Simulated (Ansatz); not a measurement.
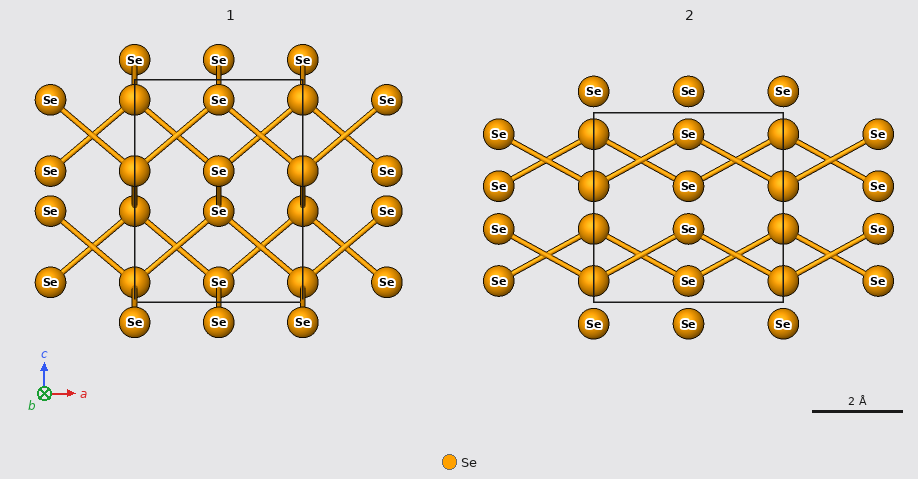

Two geometries of solid Se (built on the black phosphorus_64 type) (coarse preliminary run), drawn at one scale. One is the start of a relaxation, the other its converged end. A ball-and-stick model of the conventional cell (2 times the calculation's cell), seen along the b axis. Lengths and directions refer to the drawn axes.

These are results of DFT PBEsol, scalar-relativistic, plane waves, PAW in Ansatz 0.2.0, not measurements. Set-up: plane-wave cutoff 420 eV; k-point mesh 6 × 6 × 4; occupations gaussian; smearing width 0.1 eV; no spin polarisation; cell and atoms relaxed; force threshold 0.04 eV/Å; at most 70 steps.

Question: Which geometry has the lower energy?

Answer: Structure 2 is the relaxed one. Case: black phosphorus type (Cmce, No. 64). Over 12 accepted moves (13 points after the start) the energy falls by 421 meV per atom. Largest force component: 1.2 eV/Å at the start, 0.013 eV/Å at the end. The pressure goes from 6.20 to −0.10 GPa. The SCF was repeated once at an unchanged geometry on a basis and grid sized afresh for the cell, which shifted the energy by 0.1 meV per atom at most. The largest moves relative to the cell, 0.29 Å, are those of Se atoms. Cell: a 3.746 → 4.227 Å (+12.8 %), b 11.883 → 11.777 Å (−0.9 %), c 4.957 → 4.221 Å (−14.8 %). Volume −4.8 %. Near-neighbour distances that change, for instance: Se–Se 2.494 → 3.002 Å, Se–Se 2.455 → 2.410 Å. Among the angles between lasting bonds that change: Se–Se–Se 99.5° → 122.5°. The space group stays Cmce (No. 64). The run took of the order of 2 core-minutes on a shared host.
